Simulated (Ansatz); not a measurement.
**BaTiO3: single-point calculation (part 2 of 2)**

Continued. System: BaTiO3 (5 atoms in the cell). Method: DFT r2SCAN+U, scalar-relativistic, plane waves, PAW, Ueff = 4 eV on Ti d, spin-polarised (Ansatz 0.2.0); cutoff 500 eV, 6×6×6 k-mesh, Gaussian smearing of 0.02 eV, collinear spins. The structure derives from an entry of the Crystallography Open Database. It belongs to a series of runs on one base structure; here: large parallel starting moments.

Geometry of the input (Å; fractional positions):
```
3.9841  0.0000  0.0000
0.0000  2.8371  2.8458
0.0000  -2.8371  2.8458
Ba 0.0000  0.0000  0.0000
Ti 0.5000  0.5079  0.5079
O  0.0000  0.4921  0.4921
O  0.5000  0.5025  0.9937
O  0.5000  0.9937  0.5025
```

### What the program printed, continued
```
SCF iter   1: F=—  HF=-10178.569229 eV  |F-HF|=—  |Δ(HF+E_count)|=         —  Δρ=9.88e-2 (↑9.88e-2 ↓6.00e-2)  dr2=3.46e0  dr2_τ=2.12e-1  dr2_m=3.36e0  M=0.000 μB ∫|m|=0.839 μB  β_m=0.30  ethr=3.10e-3  ⟨swp⟩=8.4  Hψ=15830  notcnv=0
preconditioner: auto → Resta (q_TF=auto, 2.521 Å⁻¹)  ε∞=4.5  [insulator: Δε(μ)=2.267 eV  Ē_g=13.611 eV  σ=0.020 eV  W_gap=1.00  n_scr=18 (ndim 8)  ℏωp=25.4 eV  f_vac=0.000  D(μ)=0.00/eV (n_scr^D=0)  ε∞_Penn≈4.5]
spin=Collinear: Resta preconditioning applied to the charge; magnetization (m = ρ↑ − ρ↓) channel mixes plain (no charge-response kernel on spin).
SCF iter   2: F=—  HF=-10179.400441 eV  |F-HF|=—  |Δ(HF+E_count)|=   8.31e-1  Δρ=6.59e-2 (↑6.59e-2 ↓4.58e-2)  dr2=1.38e0  dr2_τ=3.68e-2  dr2_m=1.65e0  M=0.000 μB ∫|m|=0.853 μB  β_m=0.30  ethr=3.10e-3  ⟨swp⟩=3.1  Hψ=6348  notcnv=0  defer=224  κ⁻¹=1.0e0(r=1)
SCF iter   3: F=—  HF=-10179.779903 eV  |F-HF|=—  |Δ(HF+E_count)|=   3.79e-1  Δρ=4.13e-2 (↑3.31e-2 ↓4.13e-2)  dr2=2.53e-1  dr2_τ=2.41e-2  dr2_m=7.39e-1  M=0.000 μB ∫|m|=0.931 μB  β_m=0.30  ethr=3.10e-3  ⟨swp⟩=3.4  Hψ=6447  notcnv=0  defer=263  κ⁻¹=4.5e-3(r=2)
SCF iter   4: F=—  HF=-10180.224367 eV  |F-HF|=—  |Δ(HF+E_count)|=   4.44e-1  Δρ=4.46e-2 (↑4.46e-2 ↓2.28e-2)  dr2=1.02e0  dr2_τ=2.61e-2  dr2_m=5.55e-1  M=0.000 μB ∫|m|=0.598 μB  β_m=0.30  ethr=6.32e-4  ⟨swp⟩=3.5  Hψ=6684  notcnv=0  defer=266  κ⁻¹=7.5e-4(r=3)
SCF iter   5: F=—  HF=-10180.176246 eV  |F-HF|=—  |Δ(HF+E_count)|=   4.81e-2  Δρ=2.28e-2 (↑1.88e-2 ↓2.28e-2)  dr2=1.53e-2  dr2_τ=1.04e-2  dr2_m=2.51e-1  M=0.000 μB ∫|m|=0.628 μB  β_m=0.30  ethr=6.32e-4  ⟨swp⟩=3.6  Hψ=6326  notcnv=0  defer=283  κ⁻¹=5.3e-4(r=4)
SCF iter   6: F=—  HF=-10180.271009 eV  |F-HF|=—  |Δ(HF+E_count)|=   9.48e-2  Δρ=1.71e-2 (↑1.71e-2 ↓1.57e-2)  dr2=3.90e-3  dr2_τ=3.30e-3  dr2_m=1.58e-1  M=0.000 μB ∫|m|=0.521 μB  β_m=0.30  ethr=3.83e-5  ⟨swp⟩=3.2  Hψ=6051  notcnv=0  defer=276  κ⁻¹=1.5e-5(r=5)
SCF iter   7: F=—  HF=-10180.326314 eV  |F-HF|=—  |Δ(HF+E_count)|=   5.53e-2  Δρ=1.29e-2 (↑1.29e-2 ↓1.27e-2)  dr2=3.38e-4  dr2_τ=1.81e-3  dr2_m=9.59e-2  M=0.000 μB ∫|m|=0.449 μB  β_m=0.30  ethr=9.75e-6  ⟨swp⟩=2.6  Hψ=4650  notcnv=0  defer=276
Mixer restart at iter 7: flushing history
spin-set hold released at iteration 7 (site moments contracting): the magnetisation degrees of freedom join the quasi-Newton model from the next iteration; the mixer history was flushed
SCF iter   8: F=—  HF=-10180.361237 eV  |F-HF|=—  |Δ(HF+E_count)|=   3.49e-2  Δρ=1.03e-2 (↑1.03e-2 ↓9.96e-3)  dr2=2.41e-4  dr2_τ=1.11e-3  dr2_m=6.07e-2  M=0.000 μB ∫|m|=0.384 μB  β_m=0.30  ethr=8.44e-7  ⟨swp⟩=2.8  Hψ=5319  notcnv=0  defer=276  κ⁻¹=1.0e0(r=1)
SCF iter   9: F=—  HF=-10180.424629 eV  |F-HF|=—  |Δ(HF+E_count)|=   6.34e-2  Δρ=3.12e-3 (↑3.00e-3 ↓3.12e-3)  dr2=9.80e-5  dr2_τ=1.25e-4  dr2_m=5.45e-3  M=0.000 μB ∫|m|=0.146 μB  β_m=0.30  ethr=6.03e-7  ⟨swp⟩=3.8  Hψ=7163  notcnv=0  defer=278  κ⁻¹=4.4e-3(r=2)
SCF iter  10: F=—  HF=-10180.427602 eV  |F-HF|=—  |Δ(HF+E_count)|=   2.97e-3  Δρ=2.40e-3 (↑2.40e-3 ↓2.31e-3)  dr2=3.09e-5  dr2_τ=7.24e-5  dr2_m=3.24e-3  M=0.000 μB ∫|m|=0.108 μB  β_m=0.30  ethr=2.45e-7  ⟨swp⟩=2.9  Hψ=5520  notcnv=0  defer=274  κ⁻¹=3.9e-3(r=3)
SCF iter  11: F=—  HF=-10180.431199 eV  |F-HF|=—  |Δ(HF+E_count)|=   3.60e-3  Δρ=3.61e-4 (↑3.13e-4 ↓3.61e-4)  dr2=6.99e-5  dr2_τ=3.04e-6  dr2_m=4.29e-5  M=0.000 μB ∫|m|=0.012 μB  β_m=0.30  ethr=7.73e-8  ⟨swp⟩=3.6  Hψ=6821  notcnv=0  defer=274  κ⁻¹=1.1e-4(r=4)
SCF iter  12: F=—  HF=-10180.431232 eV  |F-HF|=—  |Δ(HF+E_count)|=   3.34e-5  Δρ=2.62e-4 (↑1.86e-4 ↓2.62e-4)  dr2=1.37e-5  dr2_τ=1.08e-6  dr2_m=2.24e-5  M=0.000 μB ∫|m|=0.008 μB  β_m=0.30  ethr=7.73e-8  ⟨swp⟩=2.0  Hψ=4605  notcnv=0  defer=274  κ⁻¹=9.1e-5(r=5)
SCF iter  13: F=—  HF=-10180.431287 eV  |F-HF|=—  |Δ(HF+E_count)|=   5.47e-5  Δρ=8.79e-5 (↑8.79e-5 ↓7.92e-5)  dr2=1.28e-5  dr2_τ=1.90e-7  dr2_m=1.55e-6  M=0.000 μB ∫|m|=0.002 μB  β_m=0.30  ethr=3.41e-8  ⟨swp⟩=2.2  Hψ=4880  notcnv=0  defer=274  κ⁻¹=4.6e-6(r=6)
SCF iter  14: F=—  HF=-10180.431288 eV  |F-HF|=—  |Δ(HF+E_count)|=   6.10e-7  Δρ=4.11e-5 (↑4.11e-5 ↓3.30e-5)  dr2=6.73e-7  dr2_τ=3.13e-8  dr2_m=5.72e-7  M=0.000 μB ∫|m|=0.001 μB  β_m=0.30  ethr=3.20e-8  ⟨swp⟩=2.5  Hψ=4228  notcnv=0  defer=274  κ⁻¹=1.4e-6(r=7)
iter 15 did not close the SCF: its close was put off for a magnetic moment that had not settled (scf_convergence_deferred on its scf_iter line)
SCF iter  15: F=-10180.431289 eV  HF=-10180.431289 eV  |F-HF|=3.89e-8  |Δ(HF+E_count)|=   1.61e-6  Δρ=8.11e-6 (↑8.11e-6 ↓6.82e-6)  dr2=3.60e-8  dr2_τ=1.58e-9  dr2_m=2.19e-8  M=0.000 μB ∫|m|=0.000 μB  β_m=0.30  ethr=2.50e-10  ⟨swp⟩=10.6  Hψ=15511  notcnv=0  κ⁻¹=7.0e-8(r=8)
iter 16 did not close the SCF: its close was put off for a magnetic moment that had not settled (scf_convergence_deferred on its scf_iter line)
SCF iter  16: F=-10180.431289 eV  HF=-10180.431289 eV  |F-HF|=2.54e-8  |Δ(HF+E_count)|=   3.93e-8  Δρ=5.11e-6 (↑5.11e-6 ↓4.36e-6)  dr2=7.66e-9  dr2_τ=5.90e-10  dr2_m=1.19e-8  M=0.000 μB ∫|m|=0.000 μB  β_m=0.30  ethr=9.00e-11  ⟨swp⟩=2.5  Hψ=9152  notcnv=0  κ⁻¹=5.6e-8(r=8)
iter 17 did not close the SCF: its close was put off for a magnetic moment that had not settled (scf_convergence_deferred on its scf_iter line)
SCF iter  17: F=-10180.431289 eV  HF=-10180.431289 eV  |F-HF|=1.64e-10  |Δ(HF+E_count)|=   3.65e-8  Δρ=7.34e-7 (↑7.34e-7 ↓4.35e-7)  dr2=1.95e-10  dr2_τ=9.98e-12  dr2_m=1.08e-10  M=0.000 μB ∫|m|=0.000 μB  β_m=0.30  ethr=1.91e-11  ⟨swp⟩=1.7  Hψ=8154  notcnv=0  κ⁻¹=7.4e-8(r=8)
iter 18 did not close the SCF: its close was put off for a magnetic moment that had not settled (scf_convergence_deferred on its scf_iter line)
SCF iter  18: F=-10180.431289 eV  HF=-10180.431289 eV  |F-HF|=1.16e-10  |Δ(HF+E_count)|=  1.07e-10  Δρ=4.92e-7 (↑4.92e-7 ↓3.18e-7)  dr2=8.52e-11  dr2_τ=3.54e-12  dr2_m=5.05e-11  M=0.000 μB ∫|m|=0.000 μB  β_m=0.30  ethr=1.00e-12  ⟨swp⟩=1.0  Hψ=6106  notcnv=0  κ⁻¹=6.0e-9(r=8)
SCF iter  19: F=-10180.431289 eV  HF=-10180.431289 eV  |F-HF|=9.09e-12  |Δ(HF+E_count)|=  1.42e-10  Δρ=8.01e-8 (↑7.31e-8 ↓8.01e-8)  dr2=5.25e-12  dr2_τ=1.90e-13  dr2_m=2.01e-12  M=0.000 μB ∫|m|=0.000 μB  ethr=1.00e-12  ⟨swp⟩=1.0  Hψ=7277  notcnv=0
SCF 1 converged in 19 iterations: F = -10180.431289 eV  dr2 = 5.25e-12
  greatest PAW one-centre occupation: 1.000 electrons in one spin orbital (limit 2), on the Ti atom at site 1 (counted from 0), in its partial waves of l = 0
Symmetry: 1 space group operations
k-points: 112 of 216 (time reversal used)
Starting moments: Σ|m| = 2 μB on 1 of 5 sites
SCF iter   1: F=-10178.381379 eV  HF=-10179.537882 eV  |F-HF|=1.16e0  |Δ(HF+E_count)|=         —  Δρ=7.44e-2 (↑7.44e-2 ↓3.63e-2)  dr2=3.82e0  dr2_τ=1.58e-1  dr2_m=1.39e0  M=0.000 μB ∫|m|=0.713 μB  β_m=0.30  ethr=3.10e-3  ⟨swp⟩=8.3  Hψ=34978  notcnv=0
preconditioner: auto → Resta (q_TF=auto, 2.521 Å⁻¹)  ε∞=4.4  [insulator: Δε(μ)=2.643 eV  Ē_g=13.677 eV  σ=0.020 eV  W_gap=1.00  n_scr=18 (ndim 8)  ℏωp=25.4 eV  f_vac=0.000  D(μ)=0.00/eV (n_scr^D=0)  ε∞_Penn≈4.4]
spin=Collinear: Resta preconditioning applied to the charge; magnetization (m = ρ↑ − ρ↓) channel mixes plain (no charge-response kernel on spin).
SCF iter   2: F=-10179.659703 eV  HF=-10179.848902 eV  |F-HF|=1.89e-1  |Δ(HF+E_count)|=   3.11e-1  Δρ=4.86e-2 (↑4.86e-2 ↓2.82e-2)  dr2=1.44e0  dr2_τ=1.64e-2  dr2_m=6.70e-1  M=0.000 μB ∫|m|=0.738 μB  β_m=0.30  ethr=3.10e-3  ⟨swp⟩=3.1  Hψ=13656  notcnv=0  defer=505  κ⁻¹=1.0e0(r=1)
SCF iter   3: F=-10180.285656 eV  HF=-10180.243037 eV  |F-HF|=4.26e-2  |Δ(HF+E_count)|=   3.94e-1  Δρ=1.94e-2 (↑1.59e-2 ↓1.94e-2)  dr2=2.21e-1  dr2_τ=6.13e-3  dr2_m=1.09e-1  M=0.000 μB ∫|m|=0.581 μB  β_m=0.30  ethr=3.10e-3  ⟨swp⟩=3.0  Hψ=13823  notcnv=0  defer=611  κ⁻¹=5.7e-2(r=2)
SCF iter   4: F=-10180.382585 eV  HF=-10180.338578 eV  |F-HF|=4.40e-2  |Δ(HF+E_count)|=         —  Δρ=1.11e-2 (↑9.91e-3 ↓1.11e-2)  dr2=6.28e-2  dr2_τ=1.92e-3  dr2_m=4.77e-2  M=0.000 μB ∫|m|=0.428 μB  β_m=0.30  ethr=5.53e-4  ⟨swp⟩=2.5  Hψ=9233  notcnv=0  defer=638
Mixer restart at iter 4: flushing history
SCF iter   5: F=-10180.398059 eV  HF=-10180.367912 eV  |F-HF|=3.01e-2  |Δ(HF+E_count)|=   2.93e-2  Δρ=8.92e-3 (↑8.17e-3 ↓8.92e-3)  dr2=3.82e-2  dr2_τ=9.71e-4  dr2_m=3.26e-2  M=0.000 μB ∫|m|=0.365 μB  β_m=0.30  ethr=1.57e-4  ⟨swp⟩=2.1  Hψ=7356  notcnv=0  defer=638  κ⁻¹=1.0e0(r=1)
SCF iter   6: F=-10180.427854 eV  HF=-10180.424435 eV  |F-HF|=3.42e-3  |Δ(HF+E_count)|=   5.65e-2  Δρ=3.20e-3 (↑2.85e-3 ↓3.20e-3)  dr2=6.68e-4  dr2_τ=1.20e-4  dr2_m=5.15e-3  M=0.000 μB ∫|m|=0.147 μB  β_m=0.30  ethr=9.56e-5  ⟨swp⟩=2.6  Hψ=10362  notcnv=0  defer=638  κ⁻¹=1.1e-2(r=2)
SCF iter   7: F=-10180.429609 eV  HF=-10180.427753 eV  |F-HF|=1.86e-3  |Δ(HF+E_count)|=   3.32e-3  Δρ=2.37e-3 (↑2.37e-3 ↓2.31e-3)  dr2=3.20e-4  dr2_τ=7.76e-5  dr2_m=3.08e-3  M=0.000 μB ∫|m|=0.105 μB  β_m=0.30  ethr=1.67e-6  ⟨swp⟩=2.6  Hψ=10845  notcnv=0  defer=616  κ⁻¹=4.5e-3(r=3)
an SCF from ferromagnetic starting moments (0.00, 2.00, 0.00, 0.00, 0.00 Bohr magnetons, atom by atom) was given up at its iteration 7, 1.68 meV above the state that the run had reached, since its moments had collapsed: that state stands; the SCF set out from the atoms and, under a Hubbard term, can stand on another filling of the shells than the run's state, so that by this SCF it is not known whether that order lies lower
WARN: the starting moments were not kept: the SCF closed with an absolute magnetisation of 2.1e-6 μB, where they sum to 2.5 μB in size (1 site). That is at most 0.1 of that sum. Measured as dr2_m measures the in/out step, that magnetisation stands 8.4e-13 eV from none, at or under the dr2_threshold of 1.0e-7 eV: it is no larger than a step whose dr2_m would equal this threshold. The system may hold no moment; this SCF shows only that its start led to no more than that. To try another start: raise the starting moments (crystal.atoms[].spin, magnetization.per_species, magnetization.initial_magnetization, or on a non-collinear deck that types none of these the spinor_matrix: blocks that start its atoms; where the total moment is fixed, keep their sum and leave initial_magnetization as it is; typed ones take the place of any that the run laid by itself, positive ones on a crystal's lanthanoids without a Hubbard term where scf.initial_density.shell_occupations: [] is typed) or, if the notice of its spin-set hold's release reads "site moments contracting" or "site moments show no strong build", lengthen the hold (scf.mixing.spin_hold: { on: { confirm: 4 } }; for m-r²SCAN on two components see the key's manual first). Each may lead to a state that holds a moment. A second SCF, from the converged charge density, with the starting moments and any scf.initial_density.shell_occupations laid on it anew, would have followed, and was not run: the deck does not ask for one (magnetization.retry_lost_moments is false, the default). To let it run, set magnetization.retry_lost_moments: true and run the deck again, where that key's refused combinations let it; where memory then withholds it, that run's warning says so.
this state was not tested for a lower state beside it, because the mixer in use, unlike msr1, does not test its closes by its own steps (another_mixer; see scf.mixing.algorithm and scf.lower_state_search)
SCF converged after 19 iterations
Magnetization: 0.0000 μB (20.0000 up, 20.0000 down)
Absolute magnetization: 0.0000 μB (∫|ρ↑−ρ↓|, with the PAW one-centre terms)
Spin contamination: 0.0000 ħ² per cell (⟨S²⟩ above its minimum at these occupations)
Per-site moments (μB) at R_I (Å): [(-2.6746750127717756e-8, 1.1553449985), (2.6183204974919824e-7, 0.8052931492784361), (1.1731771823889322e-7, 0.8225574902691973), (-3.1887329752329006e-7, 0.8052931492784361), (-3.188732975851285e-7, 0.8052931492784361)]
Free energy (F): -10180.431289 eV
Harris-Foulkes:  -10180.431289 eV  (|F-HF|=9.09e-12)
Internal energy: -10180.431289 eV  (E = F + TS)
E sigma→0 (E₀):  -10180.431289 eV
Fermi energy:    11.472677 eV
--- Per-component energies (eV) ---
  E_band       = -178.337935
  E_kinetic    = 973.222301
  E_local      = -2091.943633  (includes V_loc(G=0)·N_el)
  E_nonlocal   = 197.833988
  E_hartree    = 813.764076
  E_xc         = -475.716897
  E_vxc        = -604.674626  (∫ρ·V_xc dr)
  E_hubbard    = 3.247249  (on-site DFT+U / exact-exchange correction)
  E_vhub       = 2.294464  (the Hubbard potential's part of the band-sum identity)
  E_paw        = -6784.055446  (= ΣΔE_a)
  E_vpaw       = -319.315185  (= ΣTr[D̂ρ^β])
  E_aug_tail   = 0.003114  (compensation charges beyond the density's cutoff)
  E_vtau       = 36.713516  (kinetic-family band-sum trace: ∫τ·v_τ [+ j·A + Jᵃ·Aᵃ] dr)
  E_ewald      = -2816.507178
  E_core_change = -0.278864  (= ΣΔE_core)
  E_smearing   = -0.000000  (= −TS)
  E_closure    = -0.000000  (closes the sum)
  Σ components = -10180.431289   (vs F -10180.431289, Δ=0.00e0)
--- Forces (eV/Å), atoms counted from 1 ---
  atom   1  Ba    -0.00000000     0.00000000     0.10241939
  atom   2  Ti    -0.00000000     0.00000000     0.01503668
  atom   3  O     -0.00000000     0.00000000     0.13732210
  atom   4  O     -0.00000000    -0.02882223    -0.12734085
  atom   5  O     -0.00000000     0.02882223    -0.12734085
  max |Σ_I F_I| component: 9.65e-5 eV/Å
--- Stress (GPa, compression-positive) ---
        0.757872       0.000000       0.000000
        0.000000       0.047716      -0.000000
        0.000000      -0.000000      -0.697894
  P = ⅓ Tr σ = 0.0359 GPa (0.359 kbar)
--- Band table (eV; the first three rows and the last of 104) ---
  k-point 0 ↑: bands = ["-49.8470", "-24.9385", "-24.9369", "-24.9310", "-15.2455", "-7.7571", "-7.0215", "-7.0049", "-0.0422", "-0.0342", "-0.0118", "7.6542", "7.6626", "7.6693", "8.9139", "8.9544", "8.9621", "9.8940", "9.9052", "9.9313", "12.8248", "12.8468", "12.8995", "14.1471", "14.1908", "15.7481", "15.8437"]
  k-point 1 ↑: bands = ["-49.8468", "-24.9491", "-24.9372", "-24.9305", "-15.2141", "-7.7760", "-7.0155", "-6.9892", "0.0069", "0.0339", "0.0653", "7.2225", "7.5863", "7.6036", "8.6703", "8.7513", "8.8080", "9.3269", "9.7352", "9.7653", "12.8832", "13.2286", "13.2523", "14.1890", "14.8523", "16.2218", "16.3459"]
  k-point 2 ↑: bands = ["-49.8460", "-24.9720", "-24.9364", "-24.9297", "-15.1498", "-7.8798", "-7.0000", "-6.8833", "0.1016", "0.1291", "0.2694", "6.3947", "7.3663", "7.3970", "8.3276", "8.4832", "8.5058", "8.5955", "9.4482", "9.4755", "12.9353", "13.9207", "13.9380", "14.2037", "15.8411", "17.2235", "17.5446"]
  k-point 51 ↓: bands = ["-49.8446", "-24.9792", "-24.9779", "-24.9770", "-14.9626", "-6.8853", "-6.8833", "-6.8750", "-0.7161", "-0.6825", "-0.6787", "5.4084", "6.1724", "6.2150", "7.8669", "7.8731", "7.9301", "10.0882", "10.1200", "10.1206", "14.8225", "14.8258", "14.8459", "17.4578", "17.4719", "17.4964", "18.0223"]
Occupation matrices written to [file]
--- Löwdin populations: 5 sites ---
  site symbol       q [e]    m [muB]
     0     Ba      8.2198    -0.0000
     1     Ti     10.5197     0.0000
     2      O      6.9620    -0.0000
     3      O      6.9684    -0.0000
     4      O      6.9684    -0.0000
  spilling = 0.009039 (of n_electrons = 40.000000)
```

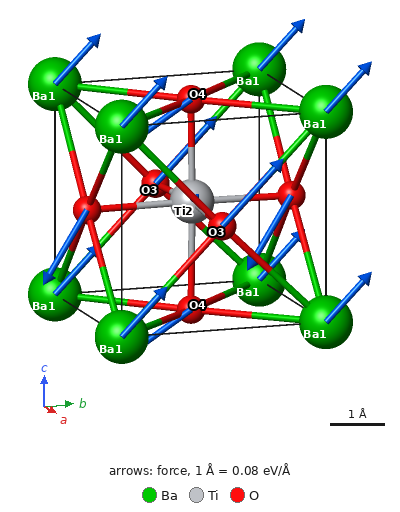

*Forces on the atoms as blue arrows (ball-and-stick view of the cell of the calculation, seen slightly off an axis; atoms are numbered from 1 in the order of the input).*

The largest act on O3 (0.14 eV/Å); O4, O5 (0.13 eV/Å); Ba1 (0.10 eV/Å). The geometry is not a stationary point of this energy.

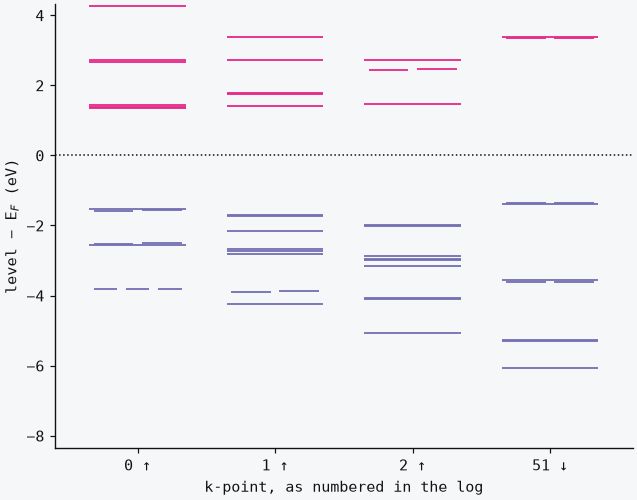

*Kohn–Sham levels near the Fermi level (dotted) at the few k-points that the log prints; levels within 0.02 eV of each other stand side by side.*

Among these points the highest filled and lowest empty levels are 2.70 eV apart, which is the gap on the mesh.
